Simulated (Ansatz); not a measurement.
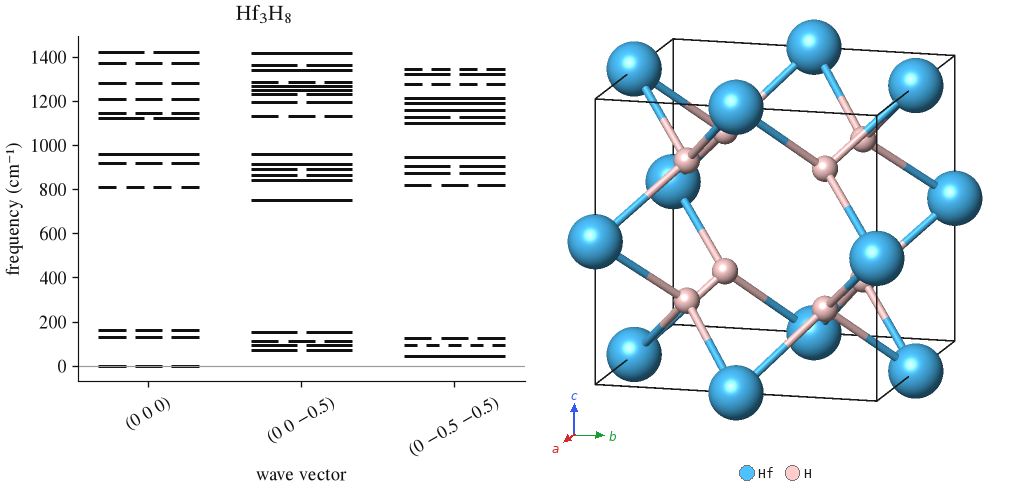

The picture above shows the phonon frequencies at several wave vectors (in fractions of the reciprocal vectors of the given cell) for Hf₃H₈, space group Pm-3m (No. 221) (cell built by us, not taken from a database). Imaginary frequencies are drawn as negative. The cell is drawn beside the plot.

Structure:
```yaml
crystal:
  lattice:
    - [4.65676, 0.00000, 0.00000]
    - [0.00000, 4.65676, 0.00000]
    - [0.00000, 0.00000, 4.65676]
  atoms:
    - { symbol: Hf, position: [0.50000, 0.00000, 0.00000] }
    - { symbol: Hf, position: [0.00000, 0.50000, 0.00000] }
    - { symbol: Hf, position: [0.00000, 0.00000, 0.50000] }
    - { symbol: H, position: [0.74528, 0.74528, 0.74528] }
    - { symbol: H, position: [0.25472, 0.25472, 0.74528] }
    - { symbol: H, position: [0.25472, 0.74528, 0.25472] }
    - { symbol: H, position: [0.74528, 0.25472, 0.25472] }
    - { symbol: H, position: [0.74528, 0.74528, 0.25472] }
    - { symbol: H, position: [0.25472, 0.25472, 0.25472] }
    - { symbol: H, position: [0.74528, 0.25472, 0.74528] }
    - { symbol: H, position: [0.25472, 0.74528, 0.74528] }
```

Calculation (Ansatz 0.2.0): harmonic phonon frequencies at the irreducible points of a q mesh with atoms at rest in the given cell, q in fractions of the reciprocal cell vectors, no long-range term at q = 0, imaginary frequencies are negative, the first points where there are many; plane waves with PAW datasets. Level: PBE, no spin polarisation.

wave cutoff 420 eV; k mesh 8×8×8; occupations Fermi–Dirac; smearing width 0.15 eV; pressure 0 GPa; phonon method linear response; q mesh 2×2×2.

### Is the structure dynamically stable by these modes?

No frequency is imaginary, so the structure is stable to these displacements at the wave vectors computed.

### Where does the highest mode lie?

The highest mode among the wave vectors computed lies at 1421.3 cm⁻¹, at (0 0 0).

Note: metal sensitive to the k mesh.

The computed values:

```csv
at,frequency (cm⁻¹)
(0 0 0),0.0
(0 0 0),0.0
(0 0 0),0.0
(0 0 0),128.2
(0 0 0),128.2
(0 0 0),128.2
(0 0 0),160.4
(0 0 0),160.4
(0 0 0),160.4
(0 0 0),809.2
(0 0 0),825.6
(0 0 0),825.6
(0 0 0),825.6
(0 0 0),917.7
(0 0 0),917.7
(0 0 0),917.7
(0 0 0),959.7
(0 0 0),1122.5
(0 0 0),1122.5
(0 0 0),1143.2
(0 0 0),1143.2
(0 0 0),1143.2
(0 0 0),1209.0
(0 0 0),1209.0
(0 0 0),1209.0
(0 0 0),1279.5
(0 0 0),1279.5
(0 0 0),1279.5
(0 0 0),1371.1
(0 0 0),1371.1
(0 0 0),1371.1
(0 0 0),1421.3
(0 0 0),1421.3
(0 0 -0.5),73.5
(0 0 -0.5),73.5
(0 0 -0.5),94.9
(0 0 -0.5),102.3
(0 0 -0.5),113.2
(0 0 -0.5),113.2
(0 0 -0.5),118.1
(0 0 -0.5),154.5
(0 0 -0.5),154.5
(0 0 -0.5),752.8
(0 0 -0.5),842.6
(0 0 -0.5),864.0
(0 0 -0.5),864.0
(0 0 -0.5),890.8
(0 0 -0.5),890.8
(0 0 -0.5),914.7
(0 0 -0.5),957.2
(0 0 -0.5),1131.2
(0 0 -0.5),1133.9
(0 0 -0.5),1133.9
(0 0 -0.5),1196.5
(0 0 -0.5),1196.5
(0 0 -0.5),1231.1
(0 0 -0.5),1232.8
(0 0 -0.5),1250.7
(0 0 -0.5),1267.8
(0 0 -0.5),1286.7
```
(the first 60 of 99 rows)
